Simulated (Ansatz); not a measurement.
## Cu_i (void) in GaN (P6_3mc): charge-transition levels and formation energies

Charge states of Cu_i (void) in GaN (P6_3mc), set against the band edges. Model: a cell of 72 host atoms with 1 Cu put in.

Calculated with Ansatz 0.2.0; place-levels on r2SCAN runs: charge-transition levels and formation energies with image-charge correction and potential alignment at the atomic sites; PAW set soft_1.

Experimental background.

For GaN, wurtzite (literature experimental value, sample not described, 2 K), “On the origin of Blue Luminescence in Mg doped GaN” (2017, arxiv:1708.04036) quotes earlier work: band gap (band gap at 2 K) 3.51 eV [Literature value quoted for comparison without method or sample details; may be an …].

**1. The structure**

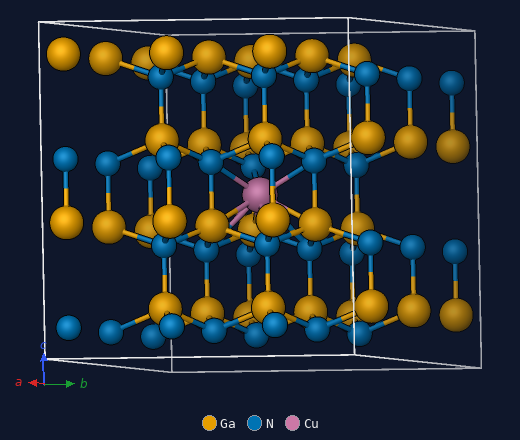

Start, viewed slightly off an axis; gallium orange, nitrogen blue, copper pink. Bonds to atoms that aren't drawn are left out.

The cell holds 73 atoms: 36 Ga, 36 N and 1 Cu. Cell: a = 9.550 Å, b = 9.550 Å, c = 10.368 Å, α = 90.0°, β = 90.0°, γ = 120.0°. It derives from GaN (space group P6_3mc). Nearest the centre at fractional (0.667, 0.667, 0.094): Cu73 at 0.00 Å, N68 at 2.08 Å, Ga70 at 2.08 Å, N60 at 2.08 Å, Ga62 at 2.08 Å, N36 at 2.08 Å, Ga38 at 2.08 Å, N71 at 2.45 Å.

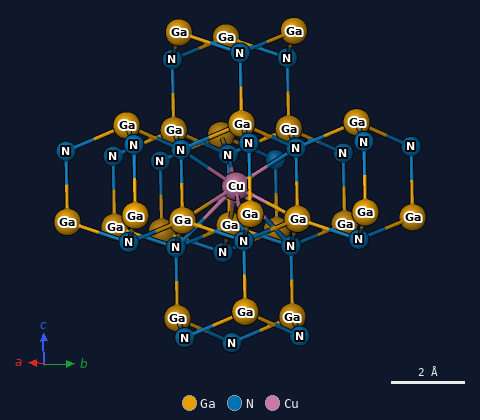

The atoms within 5 Å of the centre.

Coordinates:

```xyz
73
Lattice="9.5498 0.0000 0.0000 -4.7749 8.2704 0.0000 0.0000 0.0000 10.3677" Properties=species:S:1:pos:R:3 pbc="T T T"
Ga    1.5916    0.9189    2.5873
Ga    0.0000    1.8379    5.1792
N     1.5916    0.9189    4.5405
N     0.0000    1.8379    1.9486
Ga    1.5916    0.9189    7.7711
Ga    0.0000    1.8379   10.3630
N     1.5916    0.9189    9.7243
N     0.0000    1.8379    7.1324
Ga    0.0000    3.6757    2.5873
Ga   -1.5916    4.5947    5.1792
N     0.0000    3.6757    4.5405
N    -1.5916    4.5947    1.9486
Ga    0.0000    3.6757    7.7711
Ga   -1.5916    4.5947   10.3630
N     0.0000    3.6757    9.7243
N    -1.5916    4.5947    7.1324
Ga   -1.5916    6.4325    2.5873
Ga   -3.1833    7.3515    5.1792
N    -1.5916    6.4325    4.5405
N    -3.1833    7.3515    1.9486
Ga   -1.5916    6.4325    7.7711
Ga   -3.1833    7.3515   10.3630
N    -1.5916    6.4325    9.7243
N    -3.1833    7.3515    7.1324
Ga    4.7749    0.9189    2.5873
Ga    3.1833    1.8379    5.1792
N     4.7749    0.9189    4.5405
N     3.1833    1.8379    1.9486
Ga    4.7749    0.9189    7.7711
Ga    3.1833    1.8379   10.3630
N     4.7749    0.9189    9.7243
N     3.1833    1.8379    7.1324
Ga    3.1833    3.6757    2.5873
Ga    1.5916    4.5947    5.1792
N     3.1833    3.6757    4.5405
N     1.5916    4.5947    1.9486
Ga    3.1833    3.6757    7.7711
Ga    1.5916    4.5947   10.3630
N     3.1833    3.6757    9.7243
N     1.5916    4.5947    7.1324
Ga    1.5916    6.4325    2.5873
Ga    0.0000    7.3515    5.1792
N     1.5916    6.4325    4.5405
N     0.0000    7.3515    1.9486
Ga    1.5916    6.4325    7.7711
Ga    0.0000    7.3515   10.3630
N     1.5916    6.4325    9.7243
N     0.0000    7.3515    7.1324
Ga    7.9582    0.9189    2.5873
Ga    6.3665    1.8379    5.1792
N     7.9582    0.9189    4.5405
N     6.3665    1.8379    1.9486
Ga    7.9582    0.9189    7.7711
Ga    6.3665    1.8379   10.3630
N     7.9582    0.9189    9.7243
N     6.3665    1.8379    7.1324
Ga    6.3665    3.6757    2.5873
Ga    4.7749    4.5947    5.1792
N     6.3665    3.6757    4.5405
N     4.7749    4.5947    1.9486
Ga    6.3665    3.6757    7.7711
Ga    4.7749    4.5947   10.3630
N     6.3665    3.6757    9.7243
N     4.7749    4.5947    7.1324
Ga    4.7749    6.4325    2.5873
Ga    3.1833    7.3515    5.1792
N     4.7749    6.4325    4.5405
N     3.1833    7.3515    1.9486
Ga    4.7749    6.4325    7.7711
Ga    3.1833    7.3515   10.3630
N     4.7749    6.4325    9.7243
N     3.1833    7.3515    7.1324
Cu    3.1833    5.5136    0.9720
```

Known beforehand: the electronic dielectric constant, (5.83, 5.83, 6.02), and the static one, (10.10, 10.10, 11.19), computed on the host (DFPT, PBEsol, on the r2SCAN cell), and a cell off the functional's own equilibrium shifts the ionic part.

The cell's shortest repeat is 9.5 Å.

**2. The runs of each charge state**

A transition level is the Fermi level at which two charge states cost the same, so each charge needs its own total energy, at its own relaxed structure.

Each atom starts 0.05 Å or so off its site in a random direction: a symmetric start keeps its symmetry, and would miss off-centre moves and Jahn–Teller distortions. Forces are taken at one point at (¼, ¼, ¼). The cell holds 1 electron fewer than the neutral one, with a uniform background that keeps it neutral on the whole.

The sampling was tested on the host first: at the k-points planned (1x1x1 shifted 0.25 0.25 0.25) its energy lies -0.023 eV an atom from the dense-mesh value, a large miss, so this sampling is coarse for the host.

One state's input; the others differ in charge, spin, start and seed, and in occupations where the table says so.

Input file qp1.relax/input.yaml:

```yaml
crystal:
  lattice:
    - [9.54981763, 0.0, 0.0]
    - [-4.77490882, 8.27038467, 0.0]
    - [0.0, 0.0, 10.36766323]
  atoms:
    - { symbol: Ga, position: [0.22222222, 0.11111111, 0.24955312] }
    - { symbol: Ga, position: [0.11111111, 0.22222222, 0.49955312] }
    - { symbol: "N", position: [0.22222222, 0.11111111, 0.43794688] }
    - { symbol: "N", position: [0.11111111, 0.22222222, 0.18794688] }
    - { symbol: Ga, position: [0.22222222, 0.11111111, 0.74955312] }
    - { symbol: Ga, position: [0.11111111, 0.22222222, 0.99955312] }
    - { symbol: "N", position: [0.22222222, 0.11111111, 0.93794688] }
    - { symbol: "N", position: [0.11111111, 0.22222222, 0.68794688] }
    - { symbol: Ga, position: [0.22222222, 0.44444444, 0.24955312] }
    - { symbol: Ga, position: [0.11111111, 0.55555556, 0.49955312] }
    - { symbol: "N", position: [0.22222222, 0.44444444, 0.43794688] }
    - { symbol: "N", position: [0.11111111, 0.55555556, 0.18794688] }
    - { symbol: Ga, position: [0.22222222, 0.44444444, 0.74955312] }
    - { symbol: Ga, position: [0.11111111, 0.55555556, 0.99955312] }
    - { symbol: "N", position: [0.22222222, 0.44444444, 0.93794688] }
    - { symbol: "N", position: [0.11111111, 0.55555556, 0.68794688] }
    - { symbol: Ga, position: [0.22222222, 0.77777778, 0.24955312] }
    - { symbol: Ga, position: [0.11111111, 0.88888889, 0.49955312] }
    - { symbol: "N", position: [0.22222222, 0.77777778, 0.43794688] }
    - { symbol: "N", position: [0.11111111, 0.88888889, 0.18794688] }
    - { symbol: Ga, position: [0.22222222, 0.77777778, 0.74955312] }
    - { symbol: Ga, position: [0.11111111, 0.88888889, 0.99955312] }
    - { symbol: "N", position: [0.22222222, 0.77777778, 0.93794688] }
    - { symbol: "N", position: [0.11111111, 0.88888889, 0.68794688] }
    - { symbol: Ga, position: [0.55555556, 0.11111111, 0.24955312] }
    - { symbol: Ga, position: [0.44444444, 0.22222222, 0.49955312] }
    - { symbol: "N", position: [0.55555556, 0.11111111, 0.43794688] }
    - { symbol: "N", position: [0.44444444, 0.22222222, 0.18794688] }
    - { symbol: Ga, position: [0.55555556, 0.11111111, 0.74955312] }
    - { symbol: Ga, position: [0.44444444, 0.22222222, 0.99955312] }
    - { symbol: "N", position: [0.55555556, 0.11111111, 0.93794688] }
    - { symbol: "N", position: [0.44444444, 0.22222222, 0.68794688] }
    - { symbol: Ga, position: [0.55555556, 0.44444444, 0.24955312] }
    - { symbol: Ga, position: [0.44444444, 0.55555556, 0.49955312] }
    - { symbol: "N", position: [0.55555556, 0.44444444, 0.43794688] }
    - { symbol: "N", position: [0.44444444, 0.55555556, 0.18794688] }
    - { symbol: Ga, position: [0.55555556, 0.44444444, 0.74955312] }
    - { symbol: Ga, position: [0.44444444, 0.55555556, 0.99955312] }
    - { symbol: "N", position: [0.55555556, 0.44444444, 0.93794688] }
    - { symbol: "N", position: [0.44444444, 0.55555556, 0.68794688] }
    - { symbol: Ga, position: [0.55555556, 0.77777778, 0.24955312] }
    - { symbol: Ga, position: [0.44444444, 0.88888889, 0.49955312] }
    - { symbol: "N", position: [0.55555556, 0.77777778, 0.43794688] }
    - { symbol: "N", position: [0.44444444, 0.88888889, 0.18794688] }
    - { symbol: Ga, position: [0.55555556, 0.77777778, 0.74955312] }
    - { symbol: Ga, position: [0.44444444, 0.88888889, 0.99955312] }
    - { symbol: "N", position: [0.55555556, 0.77777778, 0.93794688] }
    - { symbol: "N", position: [0.44444444, 0.88888889, 0.68794688] }
    - { symbol: Ga, position: [0.88888889, 0.11111111, 0.24955312] }
    - { symbol: Ga, position: [0.77777778, 0.22222222, 0.49955312] }
    - { symbol: "N", position: [0.88888889, 0.11111111, 0.43794688] }
    - { symbol: "N", position: [0.77777778, 0.22222222, 0.18794688] }
    - { symbol: Ga, position: [0.88888889, 0.11111111, 0.74955312] }
    - { symbol: Ga, position: [0.77777778, 0.22222222, 0.99955312] }
    - { symbol: "N", position: [0.88888889, 0.11111111, 0.93794688] }
    - { symbol: "N", position: [0.77777778, 0.22222222, 0.68794688] }
    - { symbol: Ga, position: [0.88888889, 0.44444444, 0.24955312] }
    - { symbol: Ga, position: [0.77777778, 0.55555556, 0.49955312] }
    - { symbol: "N", position: [0.88888889, 0.44444444, 0.43794688] }
    - { symbol: "N", position: [0.77777778, 0.55555556, 0.18794688] }
    - { symbol: Ga, position: [0.88888889, 0.44444444, 0.74955312] }
    - { symbol: Ga, position: [0.77777778, 0.55555556, 0.99955312] }
    - { symbol: "N", position: [0.88888889, 0.44444444, 0.93794688] }
    - { symbol: "N", position: [0.77777778, 0.55555556, 0.68794688] }
    - { symbol: Ga, position: [0.88888889, 0.77777778, 0.24955312] }
    - { symbol: Ga, position: [0.77777778, 0.88888889, 0.49955312] }
    - { symbol: "N", position: [0.88888889, 0.77777778, 0.43794688] }
    - { symbol: "N", position: [0.77777778, 0.88888889, 0.18794688] }
    - { symbol: Ga, position: [0.88888889, 0.77777778, 0.74955312] }
    - { symbol: Ga, position: [0.77777778, 0.88888889, 0.99955312] }
    - { symbol: "N", position: [0.88888889, 0.77777778, 0.93794688] }
    - { symbol: "N", position: [0.77777778, 0.88888889, 0.68794688] }
    - { symbol: Cu, position: [0.666667, 0.666667, 0.09375] }
  host:
    repeats: [3, 3, 2]
    atoms:
      - { symbol: Ga, position: [0.66666667, 0.33333333, 0.49910624] }
      - { symbol: Ga, position: [0.33333333, 0.66666667, 0.99910624] }
      - { symbol: "N", position: [0.66666667, 0.33333333, 0.87589376] }
      - { symbol: "N", position: [0.33333333, 0.66666667, 0.37589376] }
total_charge: 1
basis:
  ecutwfc: 500
  xc_grid: 2
hamiltonian:
  xc: r2scan
  pseudopotentials: { kind: paw, azcp: { folder: soft_1 } }
kpoints:
  mp_grid: { grid: [1, 1, 1], shift: [0.25, 0.25, 0.25] }
scf:
  occupations: { method: fixed }
  max_iter: 60
output:
  forces: true
  charged_corrections:
    epsilon: [5.83, 5.83, 6.02]
    static_epsilon: [10.1, 10.1, 11.19]
    defect_position: [0.666667, 0.666667, 0.09375]
relax:
  f_tol: 0.02
  max_steps: 80
  random_displacement: { amplitude: 0.05, seed: 8202 }
checkpoint:
  write: "../qp1.relax.run"
  compress: false
  write_wavefunctions: true
  write_every: 100000
```

On the command line:

```console
> ansatz run input.yaml --threads 4 --pin off --max-ram 15073MiB --backend cpu --events-out ev --progress --plain --runs-dir out
```

Defect states can disperse in a cell of this size, so the energy is taken again at a 2×2×2 shifted mesh, on the relaxed structure.

The run of this state that the levels use, under r2SCAN:

Input file qp1.point/input.yaml:

```yaml
crystal:
  checkpoint: "../qp1.relax.run"
  host: checkpoint
total_charge: 1
basis:
  ecutwfc: 500
  xc_grid: 2
hamiltonian:
  xc: r2scan
  pseudopotentials: { kind: paw, azcp: { folder: soft_1 } }
kpoints:
  mp_grid: { grid: [2, 2, 2], shift: [0.5, 0.5, 0.5] }
scf:
  occupations: { method: fermi_dirac, width: 0.01 }
  max_iter: 60
output:
  forces: true
  eigenvalues: true
  charged_corrections:
    epsilon: [5.83, 5.83, 6.02]
    static_epsilon: [10.1, 10.1, 11.19]
    defect_position: [0.666667, 0.666667, 0.09375]
  eigenstates: { localisation: true }
  populations: true
  band_densities: [{ bands: [v1, v1] }, { bands: [c1, c1] }]
  write_density: true
  write_potential: true
  volumetric_format: npy
  elf: true
checkpoint:
  read: "../qp1.relax.run"
  write: "../qp1.point.run"
  compress: false
  write_wavefunctions: false
  write_every: 100000
```

Relaxations under r2SCAN at one point at (¼, ¼, ¼); times on 4 threads of Arm Neoverse V2, shared host:

| charge | moment (μB) | occupations | outcome | steps | largest displacement against the far atoms (Å) | time |
| --- | --- | --- | --- | --- | --- | --- |
| 0 | 1 | fixed | converged | 9 | 0.36 | 9.7 min |
| +1 | 0 | fixed | converged | 7 | 0.37 | 3.8 min |
| +2 | 1 | fixed | converged | 11 | 0.29 | 13 min |

Single points under r2SCAN at a 2×2×2 shifted mesh; times on 4 threads of Arm Neoverse V2, shared host:

| charge | moment (μB) | occupations | outcome | time |
| --- | --- | --- | --- | --- |
| 0 | 1 | fermi-dirac | converged | 9.1 min |
| +1 | 0 | fermi-dirac | converged | 3.3 min |
| +2 | 1 | fermi-dirac | converged | 10 min |

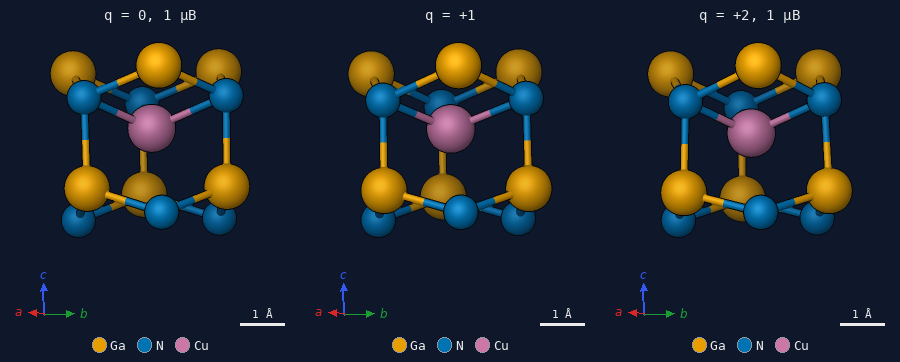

The structures near the centre after relaxation with r2SCAN, by charge.

Distances (Å) from Cu73 to the nearest atoms after relaxation with r2SCAN:

| charge | moment (μB) | 1. | 2. | 3. | 4. | 5. | 6. |
| --- | --- | --- | --- | --- | --- | --- | --- |
| 0 | 1 | N 2.01 | N 2.01 | N 2.02 | Ga 2.34 | Ga 2.34 | Ga 2.35 |
| +1 | 0 | N 1.99 | N 1.99 | N 1.99 | Ga 2.36 | Ga 2.36 | Ga 2.36 |
| +2 | 1 | N 1.96 | N 1.97 | N 1.98 | Ga 2.38 | Ga 2.39 | Ga 2.39 |

(Continued in part 2 of 2.)

[Logs are printed without paths, hosts, clocks, repeated set-up lines and the standing remarks that a program may print on its own settings, such as how far it seeks lower states.]

[Hosts, paths, dates, database ids (printed as entryN), source tags and the programs' standing remarks are cut or masked in the printed files.]

[Where a table of states has a column of steps, it counts the stored structures, which are thinned; the runs took as many ionic steps or more.]

[A defect's name tells the site on which it was built; relaxed atoms can leave that site.]

[For some hosts the program warned that the k-mesh of the response run may be too coarse for force constants and the static dielectric constant; such warnings are not shown here.]
